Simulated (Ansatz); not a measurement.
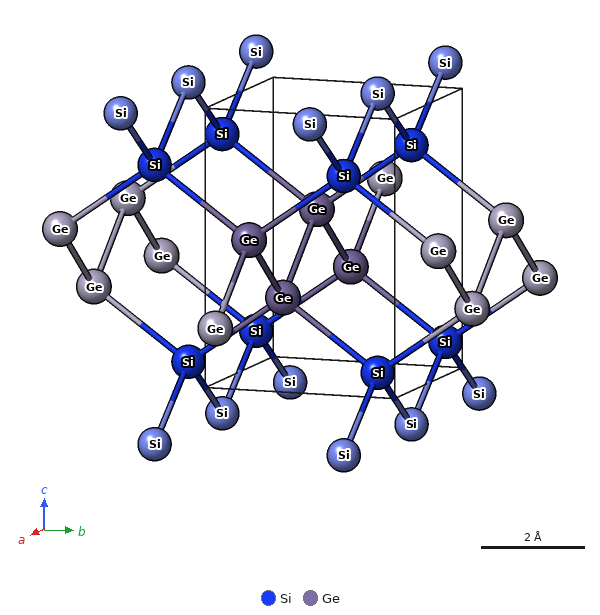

Figure 1. The structure as given in the input (ball-and-stick view of the cell of the calculation, repeated 2 × 1 × 1, seen slightly off an axis; neighbours outside the cell are drawn fainter).

Band-structure calculation, with input and output: GeSi

GeSi (Pmma, 4 atoms in the cell), computed with DFT, r2SCAN, plane waves, PAW, no spin polarisation (Ansatz 0.2.0).

The structure was built on a prototype by a generator. The geometry comes from this level: r2SCAN.

Input file
```yaml
crystal:
  lattice:
    - [3.925281642, 0.0, 0.0]
    - [0.0, 3.9305882142, 0.0]
    - [0.0, 0.0, 5.5368567332]
  atoms:
    - { symbol: Si, position: [0.75, 0.0, 0.8799877367] }
    - { symbol: Si, position: [0.25, 0.0, 0.1200122633] }
    - { symbol: Ge, position: [0.25, 0.5, 0.3693837384] }
    - { symbol: Ge, position: [0.75, 0.5, 0.6306162616] }
kpoints:
  mp_grid: { grid: [6, 6, 6] }
  band_path:
    path:
      - [0.0, 0.0, 0.0]
      - [0.5, 0.0, 0.0]
      - [0.5, 0.5, 0.0]
      - [0.0, 0.5, 0.0]
      - [0.0, 0.0, 0.5]
      - [0.5, 0.0, 0.5]
      - [0.5, 0.5, 0.5]
      - [0.0, 0.5, 0.5]
    npoints: 1
hamiltonian:
  xc: r2scan
scf:
  occupations: { method: fixed }
  n_extra_bands: 5
output:
  forces: true
  stress: true
  eigenvalues: true
  write_density: true
  write_potential: true
  elf: true
  volumetric_format: npy
```

Machine: 2 threads of Arm Neoverse N1, 98 GiB of memory available, shared host.

Launch command:
```bash
ansatz run input.yaml --threads 2 --pin off --max-ram 2211MiB --backend cpu --events-out ev --progress --plain --runs-dir out
```

The program's output
```
scf.n_extra_bands = 5 over 18 filled bands (N_el = 36.0): the run solves 23 bands
Engine: ansatz 0.2.0, aarch64-unknown-linux-gnu
Pseudopotentials: kind: paw
Pseudopotential: Si, paw, valence charge 4, recommended cutoff 500 eV (meta_gga), Si.paw.azcp
Pseudopotential: Ge, paw, valence charge 14, recommended cutoff 500 eV (meta_gga), Ge.paw.azcp
Functional definition: r2SCAN
  parameter k0 = 0.174
  parameter k1 = 0.065
  parameter a1 = 4.9479
  exchange = r2scan_x(k0 = k0, k1 = k1, a1 = a1)
  correlation = r2scan_c
Crystal: 4 atoms, lattice volume = 85.426 Å³
Basis set: ecut = 500 eV, 2165 PW (Γ), exchange–correlation on 120×120×180 points (64 copies of the dense FFT grid, shifted against one another)
Bands: 23, of which v1, the nominal top of the filled ones, is band 18 counted from 1 (17 counted from 0)
Symmetry: 8 space group operations
Space group: Pmma (ITA 51), of the structure as read, at distance tolerance 4.4e-5 Å
k-points: 64 of 216
Non-local potential: Si, projectors of the file, l = 0: 2, l = 1: 2, l = 2: 2
Non-local potential: Ge, projectors of the file, l = 0: 2, l = 1: 2, l = 2: 3, l = 3: 1
PAW form: soft (Blöchl's): semilocal exchange-correlation on the pseudo side does not see the compensation charge
PAW frozen core: Si, regenerated for the run's functional (the file was generated under x = pbe(κ = 0.804, μ = 0.2195149727645171), c = pbe(β = 0.06672455060314922))
PAW frozen core: Ge, regenerated for the run's functional (the file was generated under x = pbe(κ = 0.804, μ = 0.2195149727645171), c = pbe(β = 0.06672455060314922))
PAW one-centre angular grid: Si, 302 points (default); XC on 160 Gauss nodes
PAW one-centre angular grid: Ge, 590 points (default); XC on 160 Gauss nodes
Initial density: superposition of atomic densities (neutral atoms: chi_scale 0, normalization atom), corrected by the library's trained network
Initial wavefunctions: pseudopotential atomic-orbital guess
Functional: x = r2scan, c = r2scan; τ floored in thin density (d = 2e-4 eV/Å³)
SCF iter   1: F=—  HF=-9883.869668 eV  |F-HF|=—  |Δ(HF+E_count)|=         —  Δρ=5.59e-3  dr2=2.70e-2  dr2_τ=1.59e-2  ethr=1.77e-3  ⟨swp⟩=4.2  Hψ=5984  notcnv=0  defer=183
preconditioner: auto → Resta (q_TF=auto, 2.362 Å⁻¹)  ε∞=4.2  [insulator: Δε(μ)=0.598 eV  Ē_g=9.039 eV  n_scr=20 (ndim 8)  ℏωp=16.1 eV  f_vac=0.004  ε∞_Penn≈4.2]
SCF iter   2: F=—  HF=-9883.888955 eV  |F-HF|=—  |Δ(HF+E_count)|=   1.93e-2  Δρ=1.97e-3  dr2=3.03e-3  dr2_τ=4.40e-5  ethr=7.51e-5  ⟨swp⟩=2.7  Hψ=3331  notcnv=0  defer=190
SCF iter   3: F=—  HF=-9883.888398 eV  |F-HF|=—  |Δ(HF+E_count)|=   5.58e-4  Δρ=1.28e-3  dr2=9.86e-4  dr2_τ=9.92e-6  ethr=8.42e-6  ⟨swp⟩=2.0  Hψ=2688  notcnv=0  defer=192
SCF iter   4: F=—  HF=-9883.888267 eV  |F-HF|=—  |Δ(HF+E_count)|=   1.31e-4  Δρ=1.87e-4  dr2=1.96e-5  dr2_τ=1.78e-7  ethr=2.74e-6  ⟨swp⟩=2.0  Hψ=1831  notcnv=0  defer=192
SCF iter   5: F=—  HF=-9883.888271 eV  |F-HF|=—  |Δ(HF+E_count)|=   4.53e-6  Δρ=3.36e-5  dr2=1.23e-6  dr2_τ=8.31e-9  ethr=5.43e-8  ⟨swp⟩=3.0  Hψ=2844  notcnv=0  defer=119
SCF iter   6: F=-9883.888271 eV  HF=-9883.888271 eV  |F-HF|=5.89e-10  |Δ(HF+E_count)|=   1.31e-7  Δρ=5.68e-6  dr2=4.69e-8  dr2_τ=8.11e-10  ethr=2.78e-10  ⟨swp⟩=12.6  Hψ=12284  notcnv=0
SCF 1 converged in 6 iterations: F = -9883.888271 eV  dr2 = 4.69e-8
  greatest PAW one-centre occupation: 0.998 electrons in one spin orbital (limit 2), on the Ge atom at site 3 (counted from 0), in its partial waves of l = 2
```

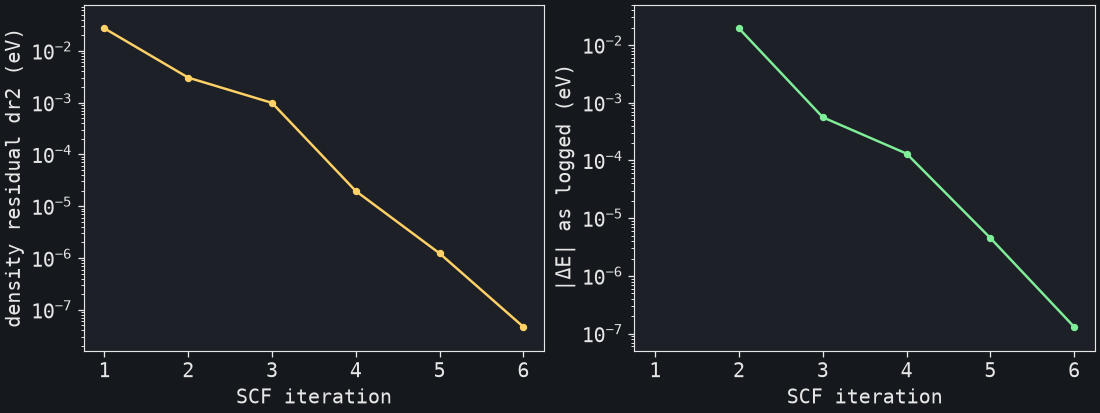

Figure 2. Convergence of the self-consistent field: density residual dr2 and size of the energy change against the SCF iteration. The residual falls at every step.

```
NSCF: frozen V_eff on 8 k-points
SCF converged after 6 iterations
Free energy (F): -9883.888271 eV
Harris-Foulkes:  -9883.888271 eV  (|F-HF|=5.89e-10)
Internal energy: -9883.888271 eV  (E = F + TS)
E sigma→0 (E₀):  -9883.888271 eV
Fermi energy:    7.356657 eV
--- Per-component energies (eV) ---
  E_band       = -324.976494
  E_kinetic    = 302.978683
  E_local      = -5652.621930  (includes V_loc(G=0)·N_el)
  E_nonlocal   = 890.387220
  E_hartree    = 2507.806324
  E_xc         = -241.318540
  E_vxc        = -235.443169  (∫ρ·V_xc dr)
  E_paw        = -5107.763611  (= ΣΔE_a)
  E_vpaw       = -657.392705  (= ΣTr[D̂ρ^β])
  E_aug_tail   = 0.000046  (compensation charges beyond the density's cutoff)
  E_vtau       = 11.508779  (kinetic-family band-sum trace: ∫τ·v_τ [+ j·A + Jᵃ·Aᵃ] dr)
  E_ewald      = -2581.032066
  E_core_change = -2.324397  (= ΣΔE_core)
  E_smearing   = -0.000000  (= −TS)
  E_closure    = -0.000000  (closes the sum)
  Σ components = -9883.888271   (vs F -9883.888271, Δ=0.00e0)
--- Forces (eV/Å), atoms counted from 1 ---
  atom   1  Si    -0.00000000     0.00000000    -0.00051356
  atom   2  Si     0.00000000     0.00000000     0.00051356
  atom   3  Ge    -0.00000000     0.00000000     0.00054040
  atom   4  Ge     0.00000000     0.00000000    -0.00054040
  max |Σ_I F_I| component: 1.08e-19 eV/Å
--- Stress (GPa, compression-positive) ---
       -0.000019       0.000000      -0.000000
        0.000000      -0.015872      -0.000000
       -0.000000      -0.000000       0.008526
  P = ⅓ Tr σ = -0.0025 GPa (-0.025 kbar)
--- Band table (eV; the first three rows and the last of 64) ---
  k-point 0: bands = ["-17.8254", "-17.7362", "-17.7209", "-17.6858", "-17.6756", "-17.6232", "-17.5765", "-17.5652", "-17.5576", "-17.4938", "-5.6195", "-1.4005", "-1.3162", "4.1523", "4.1603", "7.2515", "7.2948", "7.3567", "8.1496", "8.3486", "9.4927", "10.0276", "10.0413"]
  k-point 1: bands = ["-17.8253", "-17.7361", "-17.7210", "-17.6858", "-17.6755", "-17.6233", "-17.5766", "-17.5652", "-17.5575", "-17.4940", "-5.4983", "-2.5951", "0.0333", "4.2693", "4.2812", "6.3346", "6.8230", "6.8814", "8.0151", "8.7382", "9.8807", "10.3899", "10.6624"]
  k-point 2: bands = ["-17.8251", "-17.7361", "-17.7211", "-17.6857", "-17.6752", "-17.6236", "-17.5767", "-17.5652", "-17.5571", "-17.4943", "-5.1418", "-3.6333", "1.5253", "4.6069", "4.6397", "4.8047", "5.9870", "6.0615", "8.1063", "9.0782", "9.7804", "11.3064", "11.9413"]
  k-point 63: bands = ["-17.7847", "-17.7847", "-17.6967", "-17.6967", "-17.6251", "-17.6251", "-17.5870", "-17.5870", "-17.5285", "-17.5285", "-1.6022", "-1.6022", "-0.8841", "-0.8841", "3.2433", "3.2433", "3.3150", "3.3150", "11.9392", "11.9392", "12.2066", "12.2066", "12.4109"]
```

File bands.tsv
```
# k_distance	band_0	band_1	band_2	band_3	band_4	band_5	band_6	band_7	band_8	band_9	band_10	band_11	band_12	band_13	band_14	band_15	band_16	band_17	band_18	band_19	band_20	band_21	band_22
# fermi_ev = 7.356657
# lock_threshold_ev = 1e-6
# [0, 0, 0] at k_distance = 0.000000
# [0.5, 0, 0] at k_distance = 0.800348
# [0.5, 0.5, 0] at k_distance = 1.599616
# [0, 0.5, 0] at k_distance = 2.399964
# [0, 0, 0.5] at k_distance = 3.380152
# [0.5, 0, 0.5] at k_distance = 4.180500
# [0.5, 0.5, 0.5] at k_distance = 4.979768
# [0, 0.5, 0.5] at k_distance = 5.780117
# levels_relative_to = fermi_ev
# free_energy_ev = -9883.888271
# largest_residual_norms_ev = 9.615e-4 1.057e-3 9.871e-4 1.164e-3 8.646e-4 1.034e-3 9.126e-4 1.081e-3 9.535e-4 1.056e-3 1.240e-3 1.485e-3 1.825e-3 1.760e-3 1.560e-3 1.749e-3 1.466e-3 1.731e-3 1.276e-3 1.330e-3 1.279e-3 2.693e-3 3.904e-3
0.000000	-25.182095	-25.092815	-25.077545	-25.042464	-25.032281	-24.979809	-24.933168	-24.921841	-24.914276	-24.850490	-12.976169	-8.757146	-8.672816	-3.204357	-3.196407	-0.105144	-0.061810	0.000000	0.792980	0.991963	2.135993	2.670983	2.684687
0.800348	-25.144124	-25.144124	-25.048906	-25.048906	-24.986026	-24.986026	-24.941249	-24.941249	-24.889737	-24.889737	-10.915255	-10.915255	-6.206768	-6.206768	-3.975271	-3.975271	-1.572027	-1.572027	2.474520	2.474520	4.898005	4.898005	5.467516
1.599616	-25.141477	-25.141477	-25.052868	-25.052868	-24.981861	-24.981861	-24.944092	-24.944092	-24.884968	-24.884968	-9.087648	-9.087648	-8.379003	-8.379003	-3.214866	-3.214866	-3.085919	-3.085919	0.605981	0.605981	1.263222	1.263222	10.103731
2.399964	-25.181847	-25.083276	-25.077110	-25.045505	-25.036528	-24.983944	-24.923511	-24.922132	-24.913113	-24.850251	-11.247821	-10.528168	-6.690668	-5.819186	-4.067164	-3.907024	-1.843999	-1.271806	2.129312	2.845865	4.874146	5.217171	5.368743
3.380152	-25.181616	-25.092687	-25.077874	-25.042396	-25.031755	-24.980411	-24.933381	-24.921941	-24.913625	-24.851081	-12.066693	-11.651126	-4.578903	-3.830282	-2.383220	-2.162091	-2.108875	-1.847060	0.924390	1.449204	3.257950	3.481229	5.754910
4.180500	-25.143871	-25.143871	-25.049148	-25.049148	-24.985877	-24.985877	-24.940986	-24.940986	-24.890134	-24.890134	-10.666062	-10.666062	-7.553480	-7.553480	-1.456241	-1.456241	-1.403913	-1.403913	1.113643	1.113643	3.697463	3.697463	3.759442
4.979768	-25.141325	-25.141325	-25.053345	-25.053345	-24.981791	-24.981791	-24.943618	-24.943618	-24.885145	-24.885145	-8.958834	-8.958834	-8.240765	-8.240765	-4.113396	-4.113396	-4.041623	-4.041623	4.582524	4.582524	4.849915	4.849915	5.054199
5.780117	-25.181366	-25.083165	-25.077391	-25.045378	-25.035481	-24.985200	-24.923599	-24.922301	-24.912465	-24.850789	-11.005766	-10.256118	-7.939790	-7.270509	-1.770327	-1.452435	-1.372132	-1.086749	0.649116	1.584373	3.358797	3.562582	3.867474
```

File rho_z.tsv
```
# z_ang	rho[e/angstrom^3]
# format = ansatz-planar-average/11
# lattice	3.925281642	0.000000000	0.000000000
# lattice	0.000000000	3.930588214	0.000000000
# lattice	0.000000000	0.000000000	5.536856733
# sites	4
# site	14	2.943961231	0.000000000	4.872366025
# site	14	0.981320410	0.000000000	0.664490708
# site	32	0.981320410	1.965294107	2.045224839
# site	32	2.943961231	1.965294107	3.491631894
0.000000	2.126320e-1
0.123041	2.092937e-1
0.246083	2.006521e-1
0.369124	1.899566e-1
0.492165	1.806146e-1
0.615206	1.751321e-1
0.738248	1.748715e-1
0.861289	1.800448e-1
0.984330	1.899763e-1
1.107371	2.031588e-1
1.230413	2.192009e-1
1.353454	2.420554e-1
1.476495	2.843068e-1
1.599536	3.798816e-1
1.722578	5.835310e-1
1.845619	9.054619e-1
1.968660	1.202056e0
2.091701	1.241452e0
2.214743	9.870766e-1
2.337784	6.500184e-1
2.460825	4.145407e-1
2.583866	3.012787e-1
2.706908	2.609790e-1
2.829949	2.609790e-1
2.952990	3.012787e-1
3.076032	4.145407e-1
3.199073	6.500184e-1
3.322114	9.870766e-1
3.445155	1.241452e0
3.568197	1.202056e0
3.691238	9.054619e-1
3.814279	5.835310e-1
3.937320	3.798816e-1
4.060362	2.843068e-1
4.183403	2.420554e-1
4.306444	2.192009e-1
4.429485	2.031588e-1
4.552527	1.899763e-1
4.675568	1.800448e-1
4.798609	1.748715e-1
4.921650	1.751321e-1
5.044692	1.806146e-1
5.167733	1.899566e-1
5.290774	2.006521e-1
5.413815	2.092937e-1
```

File v_z.tsv
```
# z_ang	v_es[eV]	v_tot[eV]
# format = ansatz-planar-average/11
# xc	r2scan
# density_cutoff_ev	2000
# datasets	Si=:simpson_from_first_knot:soft:shift=0	Ge=:simpson_from_first_knot:soft:shift=0
# lattice	3.925281642	0.000000000	0.000000000
# lattice	0.000000000	3.930588214	0.000000000
# lattice	0.000000000	0.000000000	5.536856733
# sites	4
# site	14	2.943961231	0.000000000	4.872366025
# site	14	0.981320410	0.000000000	0.664490708
# site	32	0.981320410	1.965294107	2.045224839
# site	32	2.943961231	1.965294107	3.491631894
0.000000	3.614455e0	-6.088196e0
0.123041	3.394616e0	-6.292518e0
0.246083	2.836571e0	-6.856654e0
0.369124	2.206429e0	-7.549216e0
0.492165	1.711984e0	-8.092766e0
0.615206	1.461414e0	-8.362299e0
0.738248	1.517851e0	-8.296345e0
0.861289	1.874381e0	-7.897401e0
0.984330	2.463118e0	-7.248826e0
1.107371	3.119974e0	-6.546581e0
1.230413	3.628526e0	-6.089957e0
1.353454	3.890611e0	-5.925704e0
1.476495	3.879666e0	-5.989458e0
1.599536	3.631403e0	-6.293204e0
1.722578	3.302106e0	-6.689225e0
1.845619	3.007235e0	-7.006499e0
1.968660	2.833607e0	-7.202917e0
2.091701	2.841199e0	-7.189965e0
2.214743	3.039311e0	-6.938585e0
2.337784	3.384197e0	-6.553120e0
2.460825	3.788174e0	-6.081641e0
2.583866	4.106965e0	-5.723123e0
2.706908	4.243105e0	-5.605099e0
2.829949	4.243105e0	-5.605099e0
2.952990	4.106965e0	-5.723123e0
3.076032	3.788174e0	-6.081641e0
3.199073	3.384197e0	-6.553120e0
3.322114	3.039311e0	-6.938585e0
3.445155	2.841199e0	-7.189965e0
3.568197	2.833607e0	-7.202917e0
3.691238	3.007235e0	-7.006499e0
3.814279	3.302106e0	-6.689225e0
3.937320	3.631403e0	-6.293204e0
4.060362	3.879666e0	-5.989458e0
4.183403	3.890611e0	-5.925704e0
4.306444	3.628526e0	-6.089957e0
4.429485	3.119974e0	-6.546581e0
4.552527	2.463118e0	-7.248826e0
4.675568	1.874381e0	-7.897401e0
4.798609	1.517851e0	-8.296345e0
4.921650	1.461414e0	-8.362299e0
5.044692	1.711984e0	-8.092766e0
5.167733	2.206429e0	-7.549216e0
5.290774	2.836571e0	-6.856654e0
5.413815	3.394616e0	-6.292518e0
```

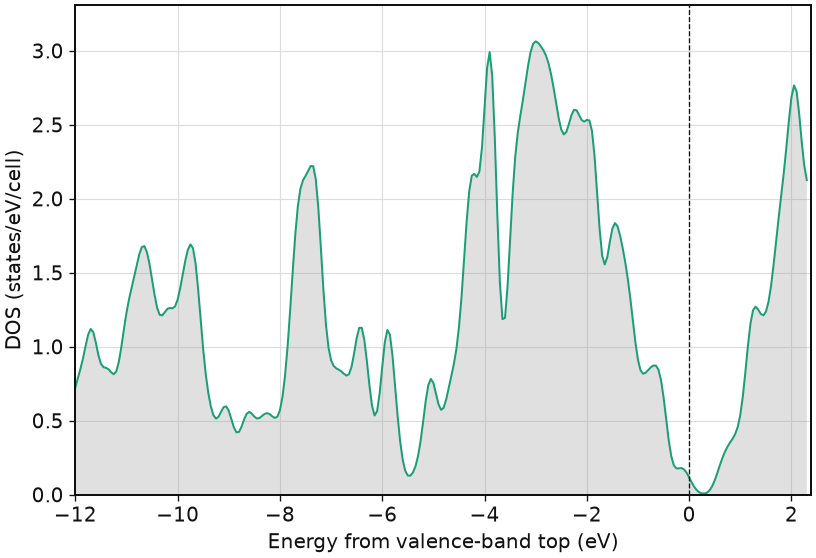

Figure 3. Density of states (the curve is built from the levels of the k mesh with Gaussians 0.3 eV wide, which also blur the band edges), with energies from the valence-band top. There is a gap of 0.61 eV on the k-point mesh. The curves stop near 2.3 eV above the Fermi level, where the computed bands end. Small ripples come from the finite k-point mesh.

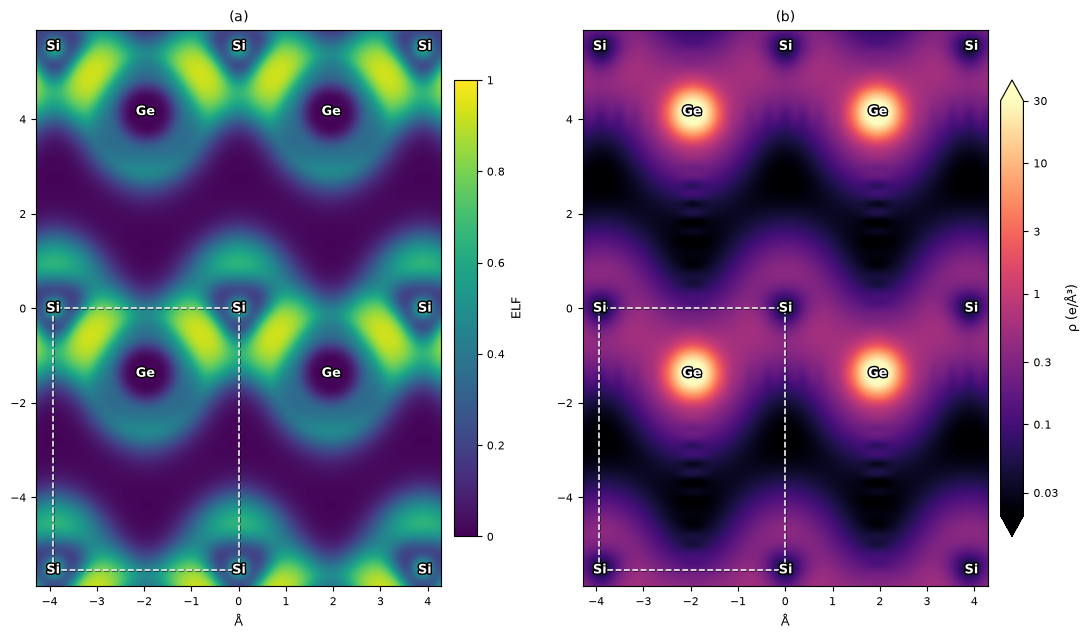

Figure 4. (a) electron localisation function; (b) valence pseudo-density on the (100) plane of the conventional cell. The plane passes through Si and Ge nuclei. Si–Ge (2.40 Å): ρ at the midpoint is about 0.55 e/Å³; the ELF peaks at about 0.95 between the atoms (localised, shared-pair bonding). Away from the nuclei the density in this plane falls to 0.01 e/Å³ at its lowest. In a PAW calculation such maps are meaningful between the atoms, not at the nuclei.

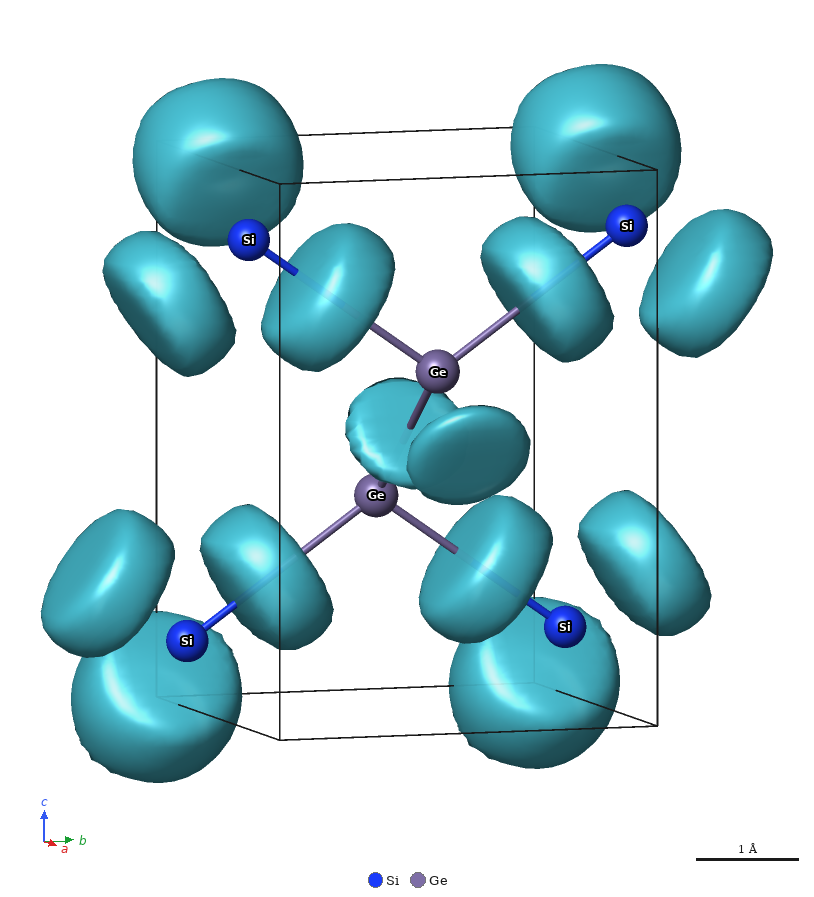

Figure 5. Isosurface of the ELF at 0.7 (cyan), seen slightly off an axis. Core shells and regions of very low density are left out. Sticks mark near contacts. The outline is the cell set on symmetry axes. Along the contacts the grid gives the following. Si–Ge (2.40 Å): the ELF peaks at about 0.95 between the atoms (a covalent bond).

Summary

- outcome: converged
- space group (tolerance 0.01 Å): Pmma (51)
- electrons treated: 36
- free energy: −9883.8883 eV
- Fermi energy: 7.357 eV
- gap on the k-point mesh: 0.61 eV
- pressure: 0.00 GPa
- largest force (length of the vector): 0.001 eV/Å
- wall time: 23 s (CPU time 45 s)
- peak memory: 0.61 GiB
